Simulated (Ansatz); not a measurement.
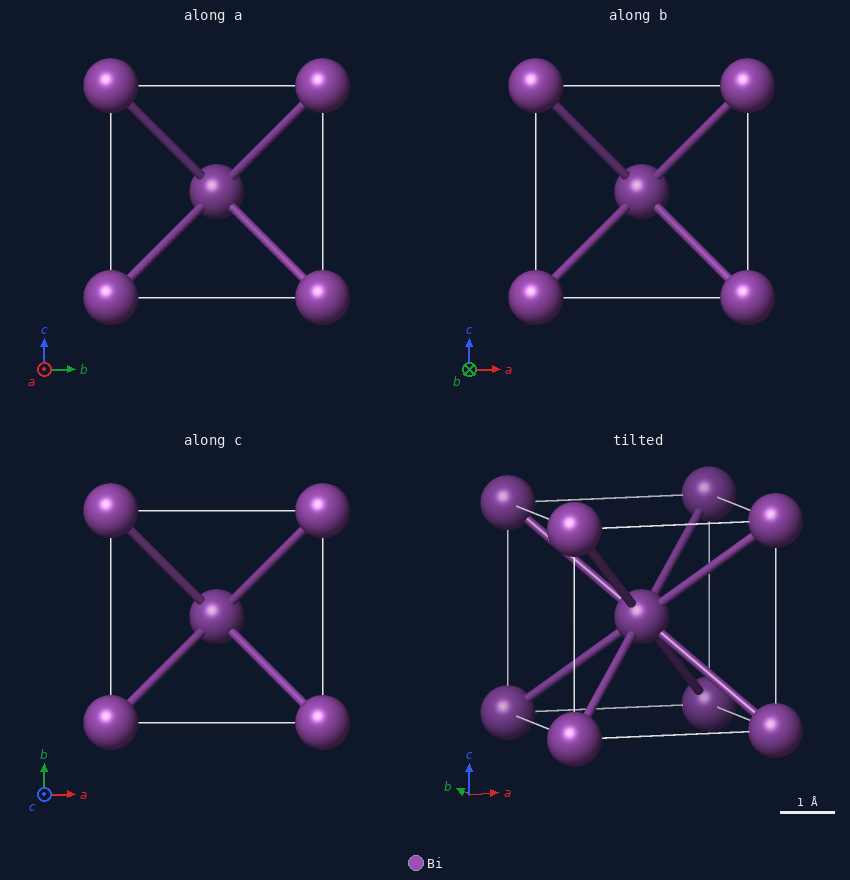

View along the a axis, along the b axis, along the c axis and slightly off an axis, drawn as a ball-and-stick model. The lines enclose the conventional unit cell; boundary atoms appear with their images.

Lattice parameters: a = 3.961 Å, b = 3.961 Å, c = 3.961 Å, α = 90.00°, β = 90.00°, γ = 90.00°.

Q: Transcribe the picture into a table of Wyckoff sites.

A: Space group Im-3m (No. 229).
```
atom  site       x       y       z
  Bi    2a  0.0000  0.0000  0.0000
```

Its origin is a structure type filled with this element by a generator (whether the element takes this form wasn't checked). Earlier steps of the study may have refined or changed the cell and positions. It was run through Ansatz as a DFT input.
